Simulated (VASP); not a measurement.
## Geometry relaxation of SiC (part 1 of 3)

- system: SiC (Fm-3m, 2 atoms in the cell)
- method: Kohn-Sham DFT of a periodic cell, LDA, VASP PAW LDA potentials, recommended, no spin polarisation (VASP 6.6.1)

The structure was built on a prototype by a generator; it need not be a known phase.

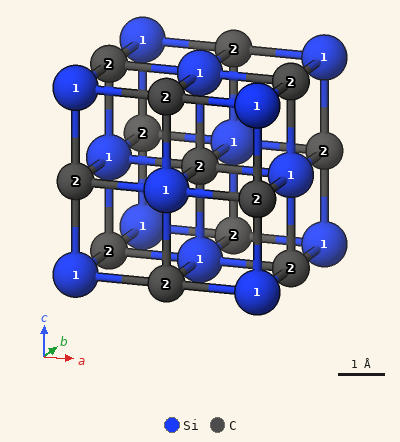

*The input geometry (ball-and-stick view of the cell 4 times as large as that of the calculation, set on its symmetry axes, seen slightly off an axis; atoms are numbered from 1 in the order of the input).*

### INCAR
```
  ALGO = Normal
  EDIFF = 1E-6
  EDIFFG = -0.01
  ENCUT = 600
  GGA = CA
  IBRION = 2
  ISIF = 3
  ISMEAR = 0
  LASPH = T
  LCHARG = F
  LREAL = F
  LWAVE = F
  NELM = 80
  NSW = 90
  PREC = Accurate
  SIGMA = 0.03
```

### KPOINTS
```
k-points
0
Gamma
  12 12 12
```

### POSCAR
```
SiC
1.0
    0.0000000000      2.1192710500      2.1192710500
    2.1192710500      0.0000000000      2.1192710500
    2.1192710500      2.1192710500      0.0000000000
Si C
1 1
Direct
    0.0000000000      0.0000000000      0.0000000000
    0.5000000000      0.5000000000      0.5000000000
```

Machine: 1 thread of Intel Xeon (Granite Rapids), 360 GiB of memory available, shared host.

Command:
```bash
cat potpaw_LDA.64/Si/POTCAR potpaw_LDA.64/C/POTCAR > POTCAR
mpirun -np 1 vasp_std > vasp.out
```

### OSZICAR
```
N       E                     dE             d eps       ncg     rms          rms(c)
DAV:   1     0.267392952085E+01    0.26739E+01   -0.45161E+03  1216   0.961E+02
DAV:   2    -0.159101453903E+02   -0.18584E+02   -0.17405E+02  1680   0.102E+02
DAV:   3    -0.162548629491E+02   -0.34472E+00   -0.34277E+00  1376   0.163E+01
DAV:   4    -0.162558228583E+02   -0.95991E-03   -0.95991E-03  1904   0.892E-01
DAV:   5    -0.162558243461E+02   -0.14878E-05   -0.14861E-05  1400   0.138E-02    0.718E+00
DAV:   6    -0.149866464391E+02    0.12692E+01   -0.66209E+00  1256   0.136E+01    0.282E+00
DAV:   7    -0.149849278509E+02    0.17186E-02   -0.15086E-01  1616   0.336E+00    0.125E+00
DAV:   8    -0.149796106283E+02    0.53172E-02   -0.36224E-03  1568   0.611E-01    0.272E-01
DAV:   9    -0.149792224821E+02    0.38815E-03   -0.57321E-04  1632   0.194E-01    0.983E-02
DAV:  10    -0.149792211775E+02    0.13047E-05   -0.22305E-05  1736   0.414E-02    0.959E-03
DAV:  11    -0.149792209234E+02    0.25408E-06   -0.19409E-06  1216   0.872E-03
   1 F= -.14979221E+02 E0= -.14979043E+02  d E =-.149792E+02
       N       E                     dE             d eps       ncg     rms          rms(c)
DAV:   1    -0.154682845672E+02   -0.48906E+00   -0.21590E+01  1664   0.441E+01    0.533E+00
DAV:   2    -0.152156407916E+02    0.25264E+00   -0.44585E-01  1456   0.496E+00    0.253E+00
DAV:   3    -0.151422160027E+02    0.73425E-01   -0.80638E-02  1744   0.221E+00    0.555E-01
DAV:   4    -0.151326573280E+02    0.95587E-02   -0.10195E-02  1312   0.654E-01    0.311E-01
DAV:   5    -0.151325184741E+02    0.13885E-03   -0.19678E-04  1752   0.122E-01    0.162E-01
DAV:   6    -0.151325002214E+02    0.18253E-04   -0.13881E-05  1512   0.315E-02    0.191E-02
DAV:   7    -0.151324991378E+02    0.10836E-05   -0.16089E-06  1288   0.870E-03    0.740E-03
DAV:   8    -0.151324991024E+02    0.35429E-07   -0.13563E-07   752   0.281E-03
   2 F= -.15132499E+02 E0= -.15132450E+02  d E =-.153278E+00
       N       E                     dE             d eps       ncg     rms          rms(c)
DAV:   1    -0.153573964147E+02   -0.22490E+00   -0.29040E+00  1712   0.151E+01    0.208E+00
DAV:   2    -0.153198921748E+02    0.37504E-01   -0.91674E-02  1448   0.207E+00    0.103E+00
DAV:   3    -0.153110039033E+02    0.88883E-02   -0.52640E-03  1840   0.632E-01    0.367E-01
DAV:   4    -0.153087391340E+02    0.22648E-02   -0.18248E-03  1304   0.298E-01    0.101E-01
DAV:   5    -0.153087151924E+02    0.23942E-04   -0.14297E-05  1968   0.365E-02    0.439E-02
DAV:   6    -0.153087131813E+02    0.20111E-05   -0.92157E-07  1192   0.773E-03    0.474E-03
DAV:   7    -0.153087130770E+02    0.10434E-06   -0.53176E-08   688   0.211E-03
   3 F= -.15308713E+02 E0= -.15308588E+02  d E =-.329492E+00
       N       E                     dE             d eps       ncg     rms          rms(c)
DAV:   1    -0.153087396541E+02   -0.26473E-04   -0.29172E-03  1632   0.482E-01    0.621E-02
DAV:   2    -0.153087024588E+02    0.37195E-04   -0.80075E-05  1496   0.625E-02    0.302E-02
DAV:   3    -0.153086927347E+02    0.97241E-05   -0.97039E-06  1848   0.246E-02    0.815E-03
DAV:   4    -0.153086910346E+02    0.17002E-05   -0.16004E-06   976   0.815E-03    0.272E-03
DAV:   5    -0.153086910104E+02    0.24192E-07   -0.34845E-08   632   0.184E-03
   4 F= -.15308691E+02 E0= -.15308592E+02  d E =-.329470E+00
       N       E                     dE             d eps       ncg     rms          rms(c)
DAV:   1    -0.153086937459E+02   -0.27114E-05   -0.70166E-07   656   0.745E-03    0.738E-04
DAV:   2    -0.153086937329E+02    0.13041E-07   -0.38138E-08   592   0.172E-03
   5 F= -.15308694E+02 E0= -.15308594E+02  d E =-.272250E-05
       N       E                     dE             d eps       ncg     rms          rms(c)
DAV:   1    -0.153087015656E+02   -0.78197E-05   -0.58508E-06  1744   0.216E-02    0.297E-03
DAV:   2    -0.153087014717E+02    0.93950E-07   -0.17581E-07   608   0.292E-03
   6 F= -.15308701E+02 E0= -.15308602E+02  d E =-.104613E-04
       N       E                     dE             d eps       ncg     rms          rms(c)
DAV:   1    -0.153087015185E+02    0.47115E-07   -0.27805E-08   600   0.145E-03    0.413E-04
DAV:   2    -0.153087015160E+02    0.25422E-08   -0.19278E-09   592   0.425E-04
   7 F= -.15308702E+02 E0= -.15308602E+02  d E =-.442931E-07
       N       E                     dE             d eps       ncg     rms          rms(c)
DAV:   1    -0.153087017081E+02   -0.18958E-06   -0.40005E-09   600   0.557E-04    0.873E-05
DAV:   2    -0.153087017078E+02    0.29820E-09   -0.44410E-10   584   0.169E-04
   8 F= -.15308702E+02 E0= -.15308602E+02  d E =-.236117E-06
       N       E                     dE             d eps       ncg     rms          rms(c)
DAV:   1    -0.153087020871E+02   -0.37899E-06   -0.14298E-08   600   0.108E-03    0.117E-04
DAV:   2    -0.153087020858E+02    0.13504E-08   -0.66105E-10   584   0.249E-04
   9 F= -.15308702E+02 E0= -.15308602E+02  d E =-.614059E-06
       N       E                     dE             d eps       ncg     rms          rms(c)
DAV:   1    -0.153087028412E+02   -0.75407E-06   -0.59853E-08   600   0.223E-03    0.261E-04
DAV:   2    -0.153087028404E+02    0.76341E-09   -0.27323E-09   600   0.484E-04
  10 F= -.15308703E+02 E0= -.15308603E+02  d E =-.136871E-05
       N       E                     dE             d eps       ncg     rms          rms(c)
DAV:   1    -0.153087043316E+02   -0.14904E-05   -0.23981E-07   600   0.444E-03    0.537E-04
DAV:   2    -0.153087043268E+02    0.48040E-08   -0.10979E-08   584   0.961E-04
  11 F= -.15308704E+02 E0= -.15308604E+02  d E =-.285507E-05
       N       E                     dE             d eps       ncg     rms          rms(c)
DAV:   1    -0.153087072287E+02   -0.28972E-05   -0.96269E-07   736   0.887E-03    0.110E-03
DAV:   2    -0.153087072124E+02    0.16299E-07   -0.41442E-08   592   0.181E-03
  12 F= -.15308707E+02 E0= -.15308607E+02  d E =-.574075E-05
       N       E                     dE             d eps       ncg     rms          rms(c)
DAV:   1    -0.153087127109E+02   -0.54821E-05   -0.39261E-06  1760   0.177E-02    0.253E-03
DAV:   2    -0.153087126428E+02    0.68080E-07   -0.11562E-07   592   0.238E-03
  13 F= -.15308713E+02 E0= -.15308612E+02  d E =-.111711E-04
       N       E                     dE             d eps       ncg     rms          rms(c)
DAV:   1    -0.153087224005E+02   -0.96896E-05   -0.15708E-05  1696   0.354E-02    0.501E-03
DAV:   2    -0.153087221441E+02    0.25634E-06   -0.47033E-07   680   0.483E-03
  14 F= -.15308722E+02 E0= -.15308621E+02  d E =-.206724E-04
       N       E                     dE             d eps       ncg     rms          rms(c)
DAV:   1    -0.153087367338E+02   -0.14333E-04   -0.62860E-05  1696   0.709E-02    0.998E-03
DAV:   2    -0.153087357449E+02    0.98893E-06   -0.18981E-06  1240   0.957E-03
  15 F= -.15308736E+02 E0= -.15308631E+02  d E =-.342732E-04
       N       E                     dE             d eps       ncg     rms          rms(c)
DAV:   1    -0.153087455471E+02   -0.88132E-05   -0.25364E-04  1648   0.143E-01    0.200E-02
DAV:   2    -0.153087416763E+02    0.38708E-05   -0.73109E-06  1496   0.190E-02    0.973E-03
DAV:   3    -0.153087405965E+02    0.10798E-05   -0.88008E-07  1024   0.755E-03    0.263E-03
DAV:   4    -0.153087404389E+02    0.15761E-06   -0.16176E-07   592   0.300E-03
  16 F= -.15308740E+02 E0= -.15308628E+02  d E =-.389672E-04
```

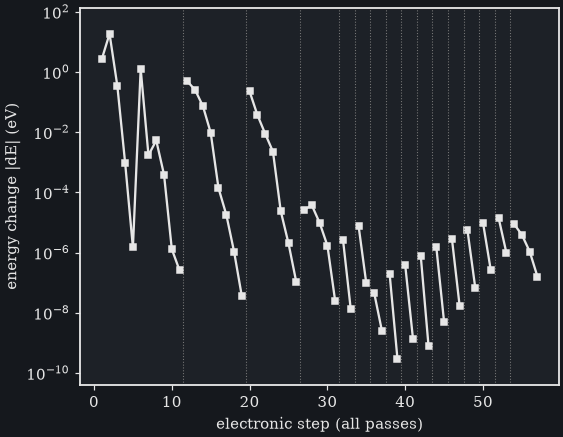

*Convergence of the self-consistent field: energy change |dE| against the electronic step. Each stretch between dotted lines is the SCF of one geometry step of a relaxation.*

The 16 ionic steps take 2 to 11 electronic steps each. The density is held fixed in the first few steps, and dE rises again when its update begins.

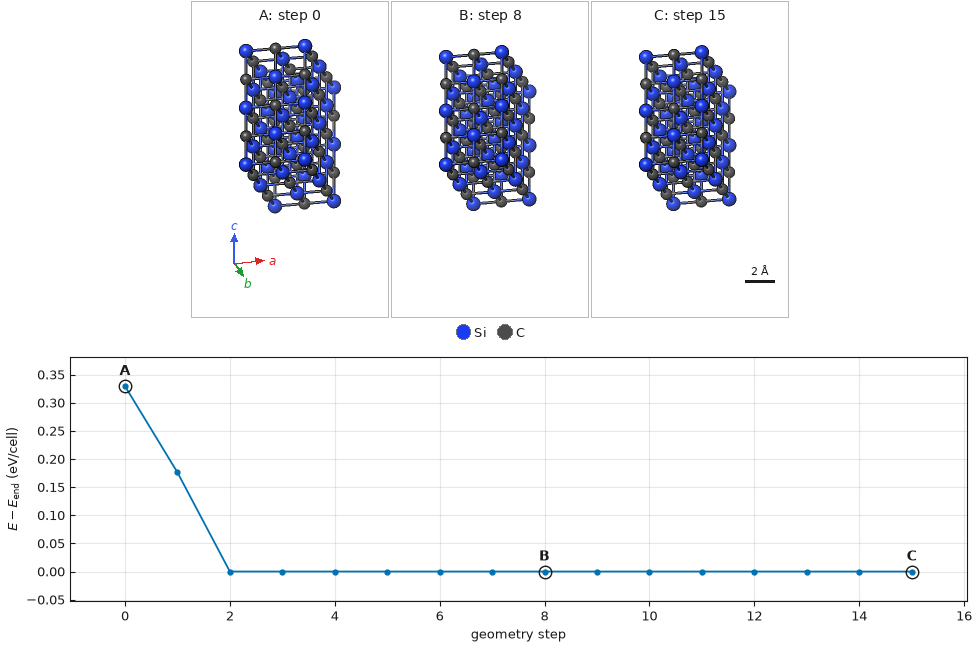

*Frames of the relaxation (ball-and-stick view of the cell 4 times as large as that of the calculation, set on its symmetry axes, repeated 1 × 2 × 2, seen at an oblique angle) above the curves, on which the letters mark them (steps are counted from 0).*

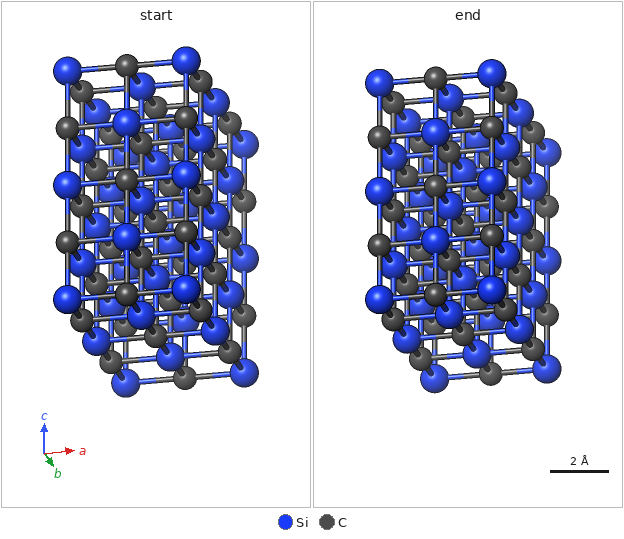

*Before (left) and after (right) the relaxation, at one scale (ball-and-stick view of the cell 4 times as large as that of the calculation, set on its symmetry axes, repeated 1 × 2 × 2, seen at an oblique angle).*

No atom moves by more than 0.005 Å relative to the cell. The volume changes by −15.2 %, with a = b = c 4.239 → 4.012 Å (−5.3 %). Among the contacts that change: Si1–C2 2.119 → 2.006 Å. The space group stays Fm-3m (No. 225). Over 15 geometry steps the energy falls by 0.330 eV per cell of the calculation. All forces vanish by symmetry, so only the cell relaxes. (Atoms are counted from 1 in the order of the input.)

### Parts of OUTCAR
```
EDIFF = 1E-6
   EDIFFG = -0.01
   ENCUT = 600
   GGA = CA
   IBRION = 2
   ISIF = 3
   ISMEAR = 0
   LASPH = T
   LREAL = F
   NELM = 80
   NSW = 90
   PREC = Accurate

 ion  position               nearest neighbor table
   1  0.000  0.000  0.000-   2 2.12   2 2.12   2 2.12   2 2.12   2 2.12   2 2.12
   2  0.500  0.500  0.500-   1 2.12   1 2.12   1 2.12   1 2.12   1 2.12   1 2.12

  LATTYP: Found a face centered cubic cell.
 ALAT       =     4.2385421000

  Lattice vectors:

 A1 = (   0.0000000000,   2.1192710500,   2.1192710500)
 A2 = (   2.1192710500,   0.0000000000,   2.1192710500)
 A3 = (   2.1192710500,   2.1192710500,   0.0000000000)

Analysis of symmetry for initial positions (statically):
=====================================================================
 Subroutine PRICEL returns:
 Original cell was already a primitive cell.

 Routine SETGRP: Setting up the symmetry group for a
 face centered cubic supercell.

 Subroutine GETGRP returns: Found 48 space group operations
 (whereof 48 operations were pure point group operations)
 out of a pool of 48 trial point group operations.

The static configuration has the point symmetry O_h .

Analysis of symmetry for dynamics (positions and initial velocities):
=====================================================================
 Subroutine PRICEL returns:
 Original cell was already a primitive cell.

 Routine SETGRP: Setting up the symmetry group for a
 face centered cubic supercell.

 Subroutine GETGRP returns: Found 48 space group operations
 (whereof 48 operations were pure point group operations)
 out of a pool of 48 trial point group operations.

The dynamic configuration has the point symmetry O_h .

 Subroutine INISYM returns: Found 48 space group operations
 (whereof 48 operations are pure point group operations),
 and found     1 'primitive' translations

----------------------------------------------------------------------------------------

                                     Primitive cell

  volume of cell :      19.0366

  direct lattice vectors                    reciprocal lattice vectors
     0.000000000  2.119271050  2.119271050    -0.235930180  0.235930180  0.235930180
     2.119271050  0.000000000  2.119271050     0.235930180 -0.235930180  0.235930180
     2.119271050  2.119271050  0.000000000     0.235930180  0.235930180 -0.235930180

  length of vectors
     2.997101861  2.997101861  2.997101861     0.408643059  0.408643059  0.408643059

  position of ions in fractional coordinates (direct lattice)
     0.000000000  0.000000000  0.000000000
     0.500000000  0.500000000  0.500000000

  ion indices of the primitive-cell ions
   primitive index   ion index
                 1           1
                 2           2

----------------------------------------------------------------------------------------

 KPOINTS: k-points

Automatic generation of k-mesh.
 Grid dimensions read from file:
 generate k-points for:   12   12   12

 Generating k-lattice:

  Cartesian coordinates                     Fractional coordinates (reciprocal lattice)
    -0.019660848  0.019660848  0.019660848     0.083333333  0.000000000  0.000000000
     0.019660848 -0.019660848  0.019660848     0.000000000  0.083333333  0.000000000
     0.019660848  0.019660848 -0.019660848     0.000000000  0.000000000  0.083333333

  Length of vectors
     0.034053588  0.034053588  0.034053588

  Shift w.r.t. Gamma in fractional coordinates (k-lattice)
     0.000000000  0.000000000  0.000000000

 Subroutine IBZKPT returns following result:
 ===========================================

 Found     72 irreducible k-points:

 Following reciprocal coordinates:
            Coordinates               Weight
  0.000000  0.000000  0.000000      1.000000
  0.083333  0.000000  0.000000      8.000000
  0.166667  0.000000  0.000000      8.000000
  0.250000  0.000000  0.000000      8.000000
  0.333333  0.000000  0.000000      8.000000
  0.416667  0.000000  0.000000      8.000000
  0.500000  0.000000  0.000000      4.000000
  0.083333  0.083333  0.000000      6.000000
  0.166667  0.083333  0.000000     24.000000
  0.250000  0.083333  0.000000     24.000000
  0.333333  0.083333  0.000000     24.000000
  0.416667  0.083333  0.000000     24.000000
  0.500000  0.083333  0.000000     24.000000
 -0.416667  0.083333  0.000000     24.000000
 -0.333333  0.083333  0.000000     24.000000
 -0.250000  0.083333  0.000000     24.000000
 -0.166667  0.083333  0.000000     24.000000
 -0.083333  0.083333  0.000000     12.000000
  0.166667  0.166667  0.000000      6.000000
  0.250000  0.166667  0.000000     24.000000
  0.333333  0.166667  0.000000     24.000000
  0.416667  0.166667  0.000000     24.000000
  0.500000  0.166667  0.000000     24.000000
 -0.416667  0.166667  0.000000     24.000000
 [... further k-points ...]
   k-points           NKPTS =     72   k-points in BZ     NKDIM =     72   number of bands    NBANDS=      8
   number of dos      NEDOS =    301   number of ions     NIONS =      2
   total plane-waves  NPLWV =  13824
   dimension x,y,z NGX =    24 NGY =   24 NGZ =   24
   dimension x,y,z NGXF=    48 NGYF=   48 NGZF=   48
   ions per type =               1   1
   NGX,Y,Z   is equivalent  to a cutoff of  13.31, 13.31, 13.31 a.u.
   NGXF,Y,Z  is equivalent  to a cutoff of  26.63, 26.63, 26.63 a.u.
 SYSTEM =  unknown system
   PREC   = accura    normal or accurate (medium, high low for compatibility)
   ISTART =      0    job   : 0-new  1-cont  2-samecut
   ICHARG =      2    charge: 1-file 2-atom 10-const
   ISPIN  =      1    spin polarized calculation?
   LNONCOLLINEAR =      F non collinear calculations
   LSORBIT =      F    spin-orbit coupling
   LASPH  =      T    aspherical Exc in radial PAW
   ENCUT  =  600.0 eV  44.10 Ry    6.64 a.u.   5.99  5.99  5.99*2*pi/ulx,y,z
   NELM   =     80;   NELMIN=  2; NELMDL= -5     # of ELM steps
   EDIFF  = 0.1E-05   stopping-criterion for ELM
   LREAL  =      F    real-space projection
   EDIFFG = -.1E-01   stopping-criterion for IOM
   NSW    =     90    number of steps for IOM
   IBRION =      2    ionic relax: 0-MD 1-quasi-New 2-CG
   NFREE  =      1    steps in history (QN), initial steepest desc. (CG)
   ISIF   =      3    stress and relaxation
   ISYM   =      2    0-nonsym 1-usesym 2-fastsym
   POTIM  = 0.5000    time-step for ionic-motion
   TEBEG  =    0.0;   TEEND  =   0.0 temperature during run
   PSTRESS=    0.0 pullay stress
   NELECT =       8.0000    total number of electrons
   NUPDOWN=      -1.0000    fix difference up-down
   EMIN   =  10.00;   EMAX   =-10.00  energy-range for DOS
   EFERMI =   0.00;   METHOD = LEGACY
   ISMEAR =     0;   SIGMA  =   0.03  broadening in eV -4-tet -1-fermi 0-gaus
   EFERMI_NEDOS =   21; number of points for ismear=-14 and -15
   IALGO  =     38    algorithm
   IMIX   =      4    mixing-type and parameters
     AMIX     =   0.40;   BMIX     =  1.00
     AMIX_MAG =   1.60;   BMIX_MAG =  1.00
  volume/ion in A,a.u.               =       9.52        64.23
  Fermi-wavevector in a.u.,A,eV,Ry     =   1.226239  2.317255 20.458552  1.503661
  Thomas-Fermi vector in A             =   2.361247
   LORBIT       =      0    0 simple, 1 ext, 2 COOP (PROOUT), +10 PAW based schemes
   GGA     = CA    functional components
   LHFCALC =     F    Hartree Fock is set to
   AEXX    =    0.0000 exact exchange contribution
   IVDW    =     0    specifies the selected vdW correction
   LEPSILON=     F    determine dielectric tensor
   LRPA    =     F    only Hartree local field effects (RPA)
 conjugate gradient relaxation of ions
 non-spin polarized calculation
 Gauss-broadening in eV      SIGMA  =   0.03
  energy-cutoff  :      600.00
  volume of cell :       19.04
 maximum number of plane-waves:       650
   NGX = 11   NGY = 11   NGZ = 11

--------------------------------------- Ionic step        1  -------------------------------------------

 number of electron       7.9999999 magnetization

 Free energy of the ion-electron system (eV)
  ---------------------------------------------------
  ext. energy  EPLUGINS =         0.00000000
  ---------------------------------------------------
  free energy    TOTEN  =       -14.97922092 eV

  energy without entropy =      -14.97886521  energy(sigma->0) =      -14.97904307

------------------------ aborting loop because EDIFF is reached ----------------------------------------
```
